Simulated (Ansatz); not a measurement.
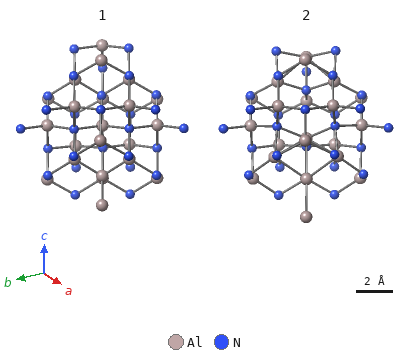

Two geometries of a defect cell of composition Al₄₉N₄₇ (cell charge −2), drawn at one scale. One is the start of a relaxation, the other its converged end. Style: ball-and-stick. Shown: the atoms within 5.0 Å of the atom that moves most (axes of the cell of the calculation (origin shifted)), from a free direction.

These are results of DFT, PBEsol, PAW, plane waves in Ansatz, not measurements. Set-up: plane-wave cutoff 420 eV; k-point mesh 1 × 1 × 1; mesh shifted by (0.25, 0.25, 0.25); no spin polarisation; atoms relaxed in a fixed cell; force threshold 0.03 eV/Å; at most 80 steps.

Q: Which geometry has the lower energy?

A: Structure 2 is the relaxed one. The largest move is that of an Al atom, 0.80 Å along −c. Largest moves by element: Al 0.80 Å, N 0.32 Å. The lattice vectors keep their values. Some distances before and after: Al–N 1.884 → 3.002 Å, Al–N 3.108 → 2.065 Å, Al–Al 3.130 → 2.544 Å, Al–Al 1.846 → 2.356 Å. New bonds form, among them: Al–N (3.11 → 2.06 Å). Bonds break, among them: Al–N (1.88 → 3.00 Å). Among the angles between lasting bonds that change: Al–N–Al 107.8° → 84.7°, Al–Al–N 109.0° → 90.8°, Al–Al–N 109.3° → 91.7°. After 15 accepted moves (16 points after the start) the energy has fallen by 9.237 eV per cell of the calculation. Largest force component: 10 eV/Å at the start, 0.021 eV/Å at the end. The line search rejected the trial step at point 13 of the run.

Limits of the set-up: the cell is charged, on a uniform background, and energies carry no finite-size correction.
